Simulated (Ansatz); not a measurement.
System: Si$_{7}$O$_{16}$ (cell with a defect).

```cif
data_structure
_symmetry_space_group_name_H-M 'P 1'
_symmetry_Int_Tables_number 1
_cell_length_a 5.8775
_cell_length_b 5.8775
_cell_length_c 5.3202
_cell_angle_alpha 90.000
_cell_angle_beta 90.000
_cell_angle_gamma 90.000
_cell_volume 183.78
loop_
_atom_site_label
_atom_site_type_symbol
_atom_site_fract_x
_atom_site_fract_y
_atom_site_fract_z
_atom_site_occupancy
Si1 Si 0.50069 0.50081 0.99791 1
Si2 Si 0.00069 0.50079 0.24819 1
O1 O 0.19467 0.50080 0.99791 1
O2 O 0.00069 0.19492 0.24658 1
O3 O 0.80672 0.50081 0.99789 1
O4 O 0.00069 0.80665 0.24658 1
Si3 Si 0.00070 0.50080 0.74760 1
O5 O 0.18753 0.50078 0.49791 1
O6 O 0.00068 0.19493 0.74920 1
O7 O 0.81383 0.50078 0.49790 1
O8 O 0.00068 0.80666 0.74920 1
Si4 Si 0.00069 0.00079 0.99790 1
Si5 Si 0.50070 0.00080 0.25006 1
O9 O 0.69984 0.00080 0.99788 1
O10 O 0.50070 0.70667 0.23210 1
O11 O 0.30155 0.00080 0.99789 1
O12 O 0.50070 0.29493 0.23208 1
Si6 Si 0.00070 0.00078 0.49789 1
Si7 Si 0.50069 0.00078 0.74572 1
O13 O 0.69715 0.00081 0.49789 1
O14 O 0.50068 0.70664 0.76369 1
O15 O 0.30423 0.00081 0.49789 1
O16 O 0.50068 0.29493 0.76372 1
```

PAW files of the earlier set (soft_1).

Theory: DFT PBE-D3(BJ), scalar-relativistic, plane waves, PAW (Ansatz 0.2.0).

**What can the converged valence pseudo-density and electron localisation function tell about the bonding?**

Si–O (1.75 Å): the density is about 0.98 e/Å³ at the midpoint; the ELF peaks at about 0.85 between the atoms.
Si–O (1.80 Å): ρ at the midpoint is about 0.85 e/Å³; the ELF peaks at about 0.85 between the atoms.

**Does the calculation give a band gap?**

It is metallic or semimetallic at this level of theory: no gap opens.

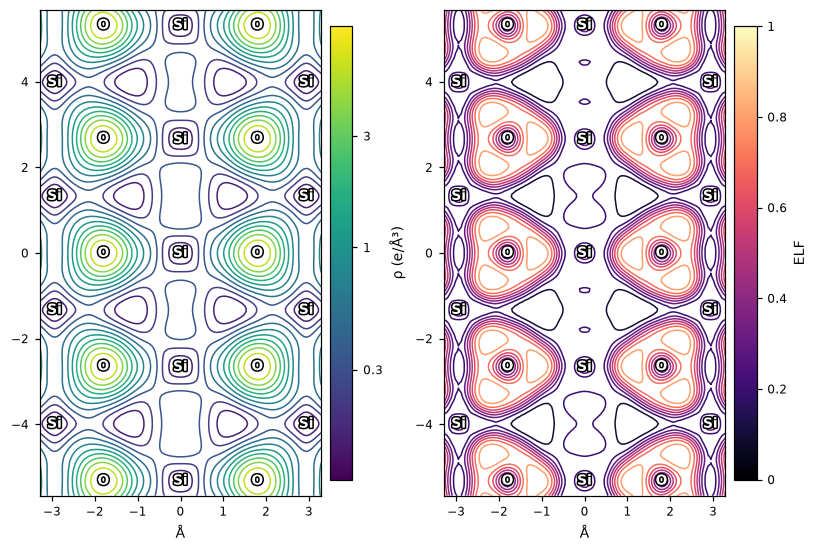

Computed valence pseudo-density and electron localisation function on the (100) plane of the calculation cell, in this order. 

In a PAW calculation such maps are meaningful between the atoms, not at the nuclei.
